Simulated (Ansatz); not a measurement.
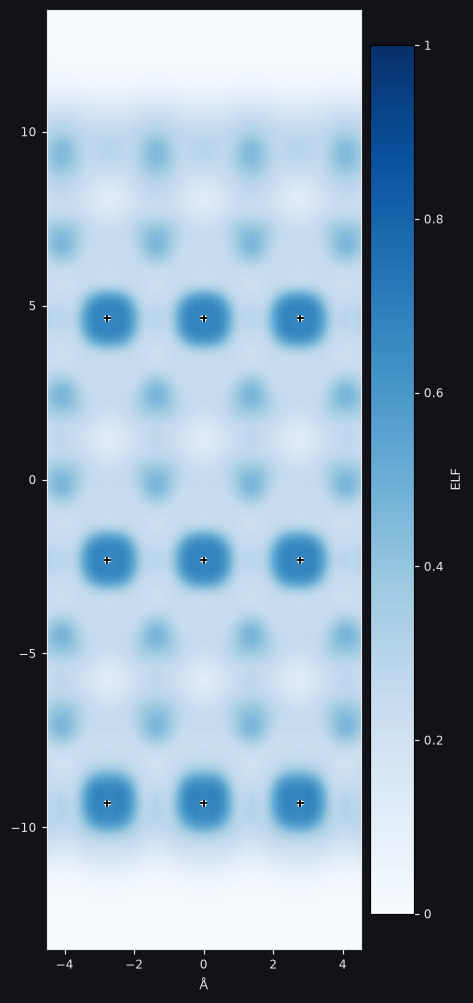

The ELF on a plane through atoms (crosses mark nuclei in the plane).

Method: DFT PBE, scalar-relativistic, plane waves, PAW in Ansatz.

Candidates:
A. AlNi, a = 2.89 Å, b = 2.89 Å, c = 2.89 Å, α = 90.00°, β = 90.00°, γ = 90.00°. Space group Pm-3m; computed without spin polarisation.
B. Pt (slab), a = 2.77 Å, b = 2.77 Å, c = 33.12 Å, α = 90.00°, β = 90.00°, γ = 60.00°. 
C. Au (slab), a = 2.88 Å, b = 2.88 Å, c = 29.13 Å, α = 90.00°, β = 90.00°, γ = 60.00°. Computed without spin polarisation.

Which system is this?

Answer. Candidate B: Pt on the (100) plane of the calculation cell, a cut from vacuum to vacuum, which holds Pt. Pt–Pt (2.77 Å): the ELF is about 0.30 at the midpoint (no localised pair shows between them).
